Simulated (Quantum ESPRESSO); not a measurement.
# 2H-MoS2: a series in the number of layers, part 2 of 8

What law, if any, do the results for 2H-MoS2 follow against the number of layers?

Quantum ESPRESSO 7.5; plane-wave DFT, PBE-D3(BJ), GBRV ultrasoft pseudopotentials.

So far. Step 2 (Relaxation with pw.x, 1 layers): The relaxation lowers the energy by 32 meV an atom.

### 3. Ground state, 1 layers

A run with the dipole correction and no field is the reference.

m0.f0.in reads:

```
&control
  prefix = 'm0.f0'
  outdir = './out'
  pseudo_dir = './pseudo'
  calculation = 'scf'
  tprnfor = .true.
  tefield = .true.
  dipfield = .true.
/
&system
  ibrav = 0
  nat = 3
  ntyp = 2
  ecutwfc = 40
  ecutrho = 200
  vdw_corr = 'grimme-d3'
  dftd3_version = 4
  occupations = 'fixed'
  edir = 3
  emaxpos = 0.97
  eopreg = 0.04
  eamp = 0.0
  nbnd = 17
/
&electrons
  conv_thr = 1e-09
  mixing_beta = 0.4
  electron_maxstep = 120
  mixing_mode = 'plain'
/
ATOMIC_SPECIES
  S   32.0600  s_pbe_v1.4.uspp.F.UPF
  Mo  95.9500  mo_pbe_v1.uspp.F.UPF
CELL_PARAMETERS angstrom
  3.18000000000000 0.00000000000000 0.00000000000000
  -1.59000000000000 2.75396078403451 0.00000000000000
  0.00000000000000 0.00000000000000 19.26259773799958
ATOMIC_POSITIONS crystal
  S   0.333333333300 0.666666666700 0.419131727300
  Mo  0.000000000000 0.000000000000 0.500000000000
  S   0.333333333300 0.666666666700 0.580868272700
K_POINTS automatic
  6 6 1 0 0 0
```

The run is started by

```sh
> OMP_NUM_THREADS=1 mpirun -n 8 pw.x -nk 2 -in m0.f0.in > m0.f0.out
```

What it wrote:

```text
[banner, memory and clock lines left out]
Program PWSCF v.7.5 starts
[citation notice left out]

[...]
bravais-lattice index     =            0
     lattice parameter (alat)  =       6.0093  a.u.
     unit-cell volume          =    1138.4038 (a.u.)^3
     number of atoms/cell      =            3
     number of atomic types    =            2
     number of electrons       =        26.00
     number of Kohn-Sham states=           17
     kinetic-energy cutoff     =      40.0000  Ry
     charge density cutoff     =     200.0000  Ry
     scf convergence threshold =      1.0E-09
     mixing beta               =       0.4000
     number of iterations used =            8  plain     mixing
     Exchange-correlation= SLA  PW   PBE  PBE
                           (   1   4   3   4   0   0   0)

[...]
PseudoPot. # 1 for S  read from file:
     ./pseudo/s_pbe_v1.4.uspp.F.UPF
     Pseudo is Ultrasoft + core correction, Zval =  6.0
     Generated by new atomic code, or converted to UPF format
     Using radial grid of  907 points,  6 beta functions with:
                l(1) =   0
                l(2) =   0
                l(3) =   1
                l(4) =   1
                l(5) =   2
                l(6) =   2
     Q(r) pseudized with  8 coefficients,  rinner =    1.300   1.300   1.300
                                                       1.300   1.300

     PseudoPot. # 2 for Mo read from file:
     ./pseudo/mo_pbe_v1.uspp.F.UPF
     Pseudo is Ultrasoft + core correction, Zval = 14.0
     Generated by new atomic code, or converted to UPF format
     Using radial grid of  889 points,  6 beta functions with:
                l(1) =   0
                l(2) =   0
                l(3) =   1
                l(4) =   1
                l(5) =   2
                l(6) =   2
     Q(r) pseudized with  6 coefficients,  rinner =    1.000   1.000   1.000
                                                       1.000   1.000

     atomic species   valence    mass     pseudopotential
     S                 6.00    32.06000     S ( 1.00)
     Mo               14.00    95.95000     Mo( 1.00)

     No symmetry found

[...]
number of k points=    20
[...]
Dense  grid:    54601 G-vectors     FFT dimensions: (  27,  27, 180)

     Smooth grid:    38739 G-vectors     FFT dimensions: (  25,  25, 150)

     Initial potential from superposition of free atoms

     starting charge      25.9989, renormalised to      26.0000

     negative rho (up, down):  2.710E-03 0.000E+00

     Adding external electric field

     Computed dipole along edir(3) :
        Dipole               -0.0000 Ry au,         -0.0000 Debye
        Dipole field         -0.0000 Ry au,

        Potential amp.        0.0000 Ry
        Total length         34.9450 bohr

     Starting wfcs are   21 randomized atomic wfcs

     per-process dynamical memory:    39.5 Mb

     Self-consistent Calculation

     iteration #  1     ecut=    40.00 Ry     beta= 0.40
     Davidson diagonalization with overlap
     ethr =  1.00E-02,  avg # of iterations =  2.1

     Threshold (ethr) on eigenvalues was too large:
     Diagonalizing with lowered threshold

     Davidson diagonalization with overlap
     ethr =  3.07E-04,  avg # of iterations =  3.0

     negative rho (up, down):  2.755E-03 0.000E+00

     Adding external electric field

     Computed dipole along edir(3) :
        Dipole                0.0000 Ry au,          0.0001 Debye
        Dipole field          0.0000 Ry au,

        Potential amp.       -0.0000 Ry
        Total length         34.9450 bohr

     total energy              =    -187.78291291 Ry
     estimated scf accuracy    <       0.10764458 Ry

     iteration #  2     ecut=    40.00 Ry     beta= 0.40
[...]
negative rho (up, down):  2.745E-03 0.000E+00

[...]
Dipole               -0.0000 Ry au,         -0.0000 Debye
[...]
total energy              =    -187.78883292 Ry
     estimated scf accuracy    <       0.04682294 Ry

     iteration #  3     ecut=    40.00 Ry     beta= 0.40
[...]
negative rho (up, down):  2.768E-03 0.000E+00

[...]
Dipole                0.0000 Ry au,          0.0001 Debye
[...]
total energy              =    -187.79750803 Ry
     estimated scf accuracy    <       0.02135004 Ry

     iteration #  4     ecut=    40.00 Ry     beta= 0.40
[...]
negative rho (up, down):  2.766E-03 0.000E+00

[...]
Dipole               -0.0004 Ry au,         -0.0011 Debye
[...]
total energy              =    -187.79987921 Ry
     estimated scf accuracy    <       0.00107637 Ry

     iteration #  5     ecut=    40.00 Ry     beta= 0.40
[...]
negative rho (up, down):  2.755E-03 0.000E+00

[...]
Dipole                0.0019 Ry au,          0.0047 Debye
[...]
total energy              =    -187.79999489 Ry
     estimated scf accuracy    <       0.00014078 Ry

     iteration #  6     ecut=    40.00 Ry     beta= 0.40
[...]
negative rho (up, down):  2.754E-03 0.000E+00

[...]
Dipole               -0.0012 Ry au,         -0.0032 Debye
[...]
total energy              =    -187.80002895 Ry
     estimated scf accuracy    <       0.00002975 Ry

[...]
iteration #  9     ecut=    40.00 Ry     beta= 0.40
[...]
negative rho (up, down):  2.748E-03 0.000E+00

[...]
Dipole                0.0000 Ry au,          0.0000 Debye
[...]
total energy              =    -187.80003369 Ry
     estimated scf accuracy    <       0.00000078 Ry

     iteration # 10     ecut=    40.00 Ry     beta= 0.40
[...]
negative rho (up, down):  2.748E-03 0.000E+00

[...]
Dipole                0.0000 Ry au,          0.0000 Debye
[...]
total energy              =    -187.80003377 Ry
     estimated scf accuracy    <       0.00000003 Ry

     iteration # 11     ecut=    40.00 Ry     beta= 0.40
[...]
negative rho (up, down):  2.747E-03 0.000E+00

[...]
Dipole               -0.0000 Ry au,         -0.0000 Debye
[...]
total energy              =    -187.80003377 Ry
     estimated scf accuracy    <       0.00000001 Ry

     iteration # 12     ecut=    40.00 Ry     beta= 0.40
[...]
negative rho (up, down):  2.747E-03 0.000E+00

[...]
Dipole                0.0000 Ry au,          0.0001 Debye
[...]
End of self-consistent calculation

          k = 0.0000 0.0000 0.0000 (  4777 PWs)   bands (ev):

   -61.6674 -35.8036 -35.5937 -35.5937 -14.8850 -13.5618  -6.4001  -3.4103
    -3.4103  -2.5427  -2.2983  -2.2983  -0.7686   1.9918   1.9918   2.2534
     2.2534

          k = 0.0000 0.1925 0.0000 (  4845 PWs)   bands (ev):

   -61.6580 -35.7848 -35.6894 -35.6155 -14.4902 -13.4017  -5.9905  -4.1587
    -3.6973  -3.0032  -2.8461  -1.8516  -1.0580   1.5410   1.8068   1.8647
     2.5882

[...]
highest occupied, lowest unoccupied level (ev):    -0.7686    0.8824

!    total energy              =    -187.80003378 Ry
     estimated scf accuracy    <          4.2E-10 Ry

     The total energy is the sum of the following terms:
     one-electron contribution =   -1059.27565888 Ry
     hartree contribution      =     530.21314255 Ry
     xc contribution           =     -36.28333013 Ry
     ewald contribution        =     377.61422872 Ry
     DFT-D3 Dispersion         =      -0.06841603 Ry
     electric field correction =       0.00000000 Ry

     convergence has been achieved in  12 iterations

     negative rho (up, down):  2.747E-03 0.000E+00

     Forces acting on atoms (cartesian axes, Ry/au):

     atom    1 type  1   force =     0.00000001    0.00000001    0.00000199
     atom    2 type  2   force =    -0.00000000   -0.00000007    0.00000239
     atom    3 type  1   force =    -0.00000001    0.00000006   -0.00000438

     Total force =     0.000005     Total SCF correction =     0.000081
     SCF correction compared to forces is large: reduce conv_thr to get better values

[...]
```

It took 6 s on 8 MPI ranks of Arm Neoverse V2, shared host; peak memory 0.64 GiB; 47 s of CPU time.

Read from the output:

| Quantity | Value |
| --- | --- |
| dipole along the normal | 2.08e-5 e·Å |
| valence top, on the run's zero | -0.7686 eV |
| conduction bottom, on the run's zero | 0.8824 eV |
| gap by band count | 1.651 eV |

### 4. Electrostatic potential, 1 layers

plot_num = 11 writes the bare and Hartree potential, from which vacuum levels or, in a crystal, the mean potential are read.

m0.f0.pot.in reads:

```
&inputpp
  prefix = 'm0.f0'
  outdir = './out'
  filplot = 'm0.f0.pot.dat'
  plot_num = 11
/
```

The run is started by

```sh
> OMP_NUM_THREADS=1 mpirun -n 8 pp.x -in m0.f0.pot.in > m0.f0.pot.out
```

What it wrote:

```text
[banner, memory and clock lines left out]
Program POST-PROC v.7.5 starts

          URL

     ./out/m0.f0.save/

     IMPORTANT: XC functional enforced from input :
     Exchange-correlation= PBE
                           (   1   4   3   4   0   0   0)
     Any further DFT definition will be discarded
     Please, verify this is what you really want

     negative rho (up, down):  2.747E-03 0.000E+00

     Adding external electric field

     Computed dipole along edir(3) :
        Dipole                0.0000 Ry au,          0.0001 Debye
        Dipole field          0.0000 Ry au,

        Potential amp.       -0.0000 Ry
        Total length         34.9450 bohr

     Calling punch_plot, plot_num =  11

     Adding external electric field

     Computed dipole along edir(3) :
        Dipole                0.0000 Ry au,          0.0001 Debye
        Dipole field          0.0000 Ry au,

        Potential amp.       -0.0000 Ry
        Total length         34.9450 bohr

     Writing data to file  m0.f0.pot.dat
     Message from routine chdens:
     namelist plot not found or invalid, exiting
```

Elapsed: 0.83 s, on 8 MPI ranks; peak memory 0.09 GiB.

Read from the output:

- slope of the potential above: 4.26e-5 eV/Å
- upper vacuum line continued to the top atoms, over the valence top: 5.933 eV
- slope of the potential below: -3.38e-5 eV/Å
- lower vacuum line continued to the bottom atoms, over the valence top: 5.934 eV
- vacuum level at the upper face over the valence top of the mesh: 5.934 eV
- vacuum level at the lower face over the valence top of the mesh: 5.934 eV

Electrostatic potential energy of an electron, with the sawtooth; zero at the highest filled level of the SCF mesh. The potential energy, planar mean by z:

```tsv
z (Å)	potential energy, planar mean (eV)
0	5.93
1	5.93
2	5.93
3	5.93
4	5.93
5	5.93
6	5.86
7	4.17
8	-12.8
9	-9.25
10	-18.4
11	-12.2
12	1.96
13	5.76
14	5.92
15	5.93
16	5.93
17	5.93
18	5.93
19	5.93
```

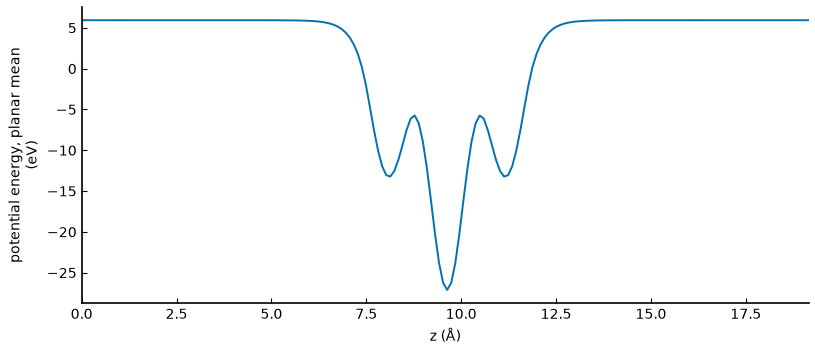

Potential energy, planar mean against z.

### 5. Ground state, 1 layers: field 0.1 V/Å

The same atoms in a field; the change of the dipole measures the screening.

m0.f1.in, as its differences from the input of step 3:

```diff
@@ -1,3 +1,3 @@
 &control
-  prefix = 'm0.f0'
+  prefix = 'm0.f1'
   outdir = './out'
@@ -21,3 +21,3 @@
   eopreg = 0.04
-  eamp = 0.0
+  eamp = 0.00194469
   nbnd = 17
@@ -29,2 +29,3 @@
   mixing_mode = 'plain'
+  startingpot = 'file'
 /
```

The run is started by

```sh
> cp -r out/m0.f0.save out/m0.f1.save
> OMP_NUM_THREADS=1 mpirun -n 8 pw.x -nk 2 -in m0.f1.in > m0.f1.out
```

What it wrote:

```text
[banner, memory and clock lines left out]
Program PWSCF v.7.5 starts
[citation notice left out]

[...]
bravais-lattice index     =            0
     lattice parameter (alat)  =       6.0093  a.u.
     unit-cell volume          =    1138.4038 (a.u.)^3
     number of atoms/cell      =            3
     number of atomic types    =            2
     number of electrons       =        26.00
     number of Kohn-Sham states=           17
     kinetic-energy cutoff     =      40.0000  Ry
     charge density cutoff     =     200.0000  Ry
     scf convergence threshold =      1.0E-09
     mixing beta               =       0.4000
     number of iterations used =            8  plain     mixing
     Exchange-correlation= SLA  PW   PBE  PBE
                           (   1   4   3   4   0   0   0)

[...]
PseudoPot. # 1 for S  read from file:
     ./pseudo/s_pbe_v1.4.uspp.F.UPF
     Pseudo is Ultrasoft + core correction, Zval =  6.0
     Generated by new atomic code, or converted to UPF format
     Using radial grid of  907 points,  6 beta functions with:
                l(1) =   0
                l(2) =   0
                l(3) =   1
                l(4) =   1
                l(5) =   2
                l(6) =   2
     Q(r) pseudized with  8 coefficients,  rinner =    1.300   1.300   1.300
                                                       1.300   1.300

     PseudoPot. # 2 for Mo read from file:
     ./pseudo/mo_pbe_v1.uspp.F.UPF
     Pseudo is Ultrasoft + core correction, Zval = 14.0
     Generated by new atomic code, or converted to UPF format
     Using radial grid of  889 points,  6 beta functions with:
                l(1) =   0
                l(2) =   0
                l(3) =   1
                l(4) =   1
                l(5) =   2
                l(6) =   2
     Q(r) pseudized with  6 coefficients,  rinner =    1.000   1.000   1.000
                                                       1.000   1.000

     atomic species   valence    mass     pseudopotential
     S                 6.00    32.06000     S ( 1.00)
     Mo               14.00    95.95000     Mo( 1.00)

     No symmetry found

[...]
number of k points=    20
[...]
Dense  grid:    54601 G-vectors     FFT dimensions: (  27,  27, 180)

     Smooth grid:    38739 G-vectors     FFT dimensions: (  25,  25, 150)

     The initial density is read from file :
     ./out/m0.f1.save/charge-density

     negative rho (up, down):  2.747E-03 0.000E+00

     Adding external electric field

     Computed dipole along edir(3) :
        Dipole                0.0000 Ry au,          0.0001 Debye
        Dipole field          0.0000 Ry au,

        E field amplitude [Ha a.u.]:  1.9447E-03
        Potential amp.        0.1359 Ry
        Total length         34.9450 bohr

     Starting wfcs are   21 randomized atomic wfcs

     per-process dynamical memory:    39.5 Mb

     Self-consistent Calculation

     iteration #  1     ecut=    40.00 Ry     beta= 0.40
     Davidson diagonalization with overlap
     ethr =  1.00E-05,  avg # of iterations =  9.1

     negative rho (up, down):  2.746E-03 0.000E+00

     Adding external electric field

     Computed dipole along edir(3) :
        Dipole                0.1648 Ry au,          0.4189 Debye
        Dipole field          0.0018 Ry au,

        E field amplitude [Ha a.u.]:  1.9447E-03
        Potential amp.        0.0088 Ry
        Total length         34.9450 bohr

     total energy              =    -187.79588061 Ry
     estimated scf accuracy    <       0.00783230 Ry

     iteration #  2     ecut=    40.00 Ry     beta= 0.40
[...]
negative rho (up, down):  2.747E-03 0.000E+00

[...]
Dipole                0.0447 Ry au,          0.1137 Debye
[...]
E field amplitude [Ha a.u.]:  1.9447E-03
[...]
total energy              =    -187.79318610 Ry
     estimated scf accuracy    <       0.08650212 Ry

     iteration #  3     ecut=    40.00 Ry     beta= 0.40
[...]
negative rho (up, down):  2.747E-03 0.000E+00

[...]
Dipole                0.0430 Ry au,          0.1092 Debye
[...]
E field amplitude [Ha a.u.]:  1.9447E-03
[...]
total energy              =    -187.80006461 Ry
     estimated scf accuracy    <       0.00006687 Ry

     iteration #  4     ecut=    40.00 Ry     beta= 0.40
[...]
negative rho (up, down):  2.747E-03 0.000E+00

[...]
Dipole                0.0449 Ry au,          0.1141 Debye
[...]
E field amplitude [Ha a.u.]:  1.9447E-03
[...]
total energy              =    -187.80012192 Ry
     estimated scf accuracy    <       0.00002060 Ry

     iteration #  5     ecut=    40.00 Ry     beta= 0.40
[...]
negative rho (up, down):  2.747E-03 0.000E+00

[...]
Dipole                0.0464 Ry au,          0.1180 Debye
[...]
E field amplitude [Ha a.u.]:  1.9447E-03
[...]
total energy              =    -187.80012307 Ry
     estimated scf accuracy    <       0.00000520 Ry

     iteration #  6     ecut=    40.00 Ry     beta= 0.40
[...]
negative rho (up, down):  2.747E-03 0.000E+00

[...]
Dipole                0.0463 Ry au,          0.1177 Debye
[...]
E field amplitude [Ha a.u.]:  1.9447E-03
[...]
total energy              =    -187.80012410 Ry
     estimated scf accuracy    <       0.00000008 Ry

     iteration #  7     ecut=    40.00 Ry     beta= 0.40
[...]
negative rho (up, down):  2.747E-03 0.000E+00

[...]
Dipole                0.0465 Ry au,          0.1181 Debye
[...]
E field amplitude [Ha a.u.]:  1.9447E-03
[...]
total energy              =    -187.80012429 Ry
     estimated scf accuracy    <       0.00000009 Ry

     iteration #  8     ecut=    40.00 Ry     beta= 0.40
[...]
negative rho (up, down):  2.747E-03 0.000E+00

[...]
Dipole                0.0466 Ry au,          0.1184 Debye
[...]
E field amplitude [Ha a.u.]:  1.9447E-03
[...]
total energy              =    -187.80012429 Ry
     estimated scf accuracy    <          6.6E-09 Ry

     iteration #  9     ecut=    40.00 Ry     beta= 0.40
[...]
negative rho (up, down):  2.747E-03 0.000E+00

[...]
Dipole                0.0466 Ry au,          0.1183 Debye
[...]
E field amplitude [Ha a.u.]:  1.9447E-03
[...]
total energy              =    -187.80012429 Ry
     estimated scf accuracy    <          1.1E-09 Ry

     iteration # 10     ecut=    40.00 Ry     beta= 0.40
[...]
negative rho (up, down):  2.747E-03 0.000E+00

[...]
Dipole                0.0465 Ry au,          0.1182 Debye
[...]
E field amplitude [Ha a.u.]:  1.9447E-03
[...]
End of self-consistent calculation

          k = 0.0000 0.0000 0.0000 (  4777 PWs)   bands (ev):

   -61.6536 -35.7898 -35.5798 -35.5798 -14.8712 -13.5479  -6.3862  -3.3964
    -3.3964  -2.5290  -2.2844  -2.2844  -0.7547   2.0055   2.0055   2.2673
     2.2673

          k = 0.0000 0.1925 0.0000 (  4845 PWs)   bands (ev):

   -61.6441 -35.7709 -35.6755 -35.6016 -14.4764 -13.3877  -5.9767  -4.1449
    -3.6834  -2.9894  -2.8321  -1.8379  -1.0440   1.5543   1.8208   1.8785
     2.6021

[...]
highest occupied, lowest unoccupied level (ev):    -0.7547    0.8963

!    total energy              =    -187.80012429 Ry
     estimated scf accuracy    <          3.0E-10 Ry

     The total energy is the sum of the following terms:
     one-electron contribution =   -1059.27447810 Ry
     hartree contribution      =     530.21199872 Ry
     xc contribution           =     -36.28330064 Ry
     ewald contribution        =     377.61422872 Ry
     DFT-D3 Dispersion         =      -0.06841603 Ry
     electric field correction =      -0.00015696 Ry

     convergence has been achieved in  10 iterations

     negative rho (up, down):  2.747E-03 0.000E+00

     Forces acting on atoms (cartesian axes, Ry/au):

     atom    1 type  1   force =     0.00000001   -0.00000001    0.00014524
     atom    2 type  2   force =    -0.00000001   -0.00000000   -0.00028018
     atom    3 type  1   force =     0.00000000    0.00000002    0.00013495

     Total force =     0.000343     Total SCF correction =     0.000107
     SCF correction compared to forces is large: reduce conv_thr to get better values

[...]
```

It took 5.6 s on 8 MPI ranks; peak memory 0.64 GiB.

Read from the output:

| Quantity | Value |
| --- | --- |
| free energy | -2555.1509 eV |
| dipole along the normal | 0.02461 e·Å |
| valence top, on the run's zero | -0.7547 eV |
| conduction bottom, on the run's zero | 0.8963 eV |

(Part 2 of 8 ends here.)

[Logs are printed without paths, hosts, clocks, repeated set-up lines and the standing remarks that a program may print on its own settings, such as how far it seeks lower states.]

[Hosts, paths, dates, database ids (printed as entryN), source tags and the programs' standing remarks are cut or masked in the printed files.]

[Maps of the electrostatic potential energy from Ansatz leave out the sawtooth potential of an applied field or a dipole correction, so their vacuum need not be flat; planar profiles and work functions include it.]
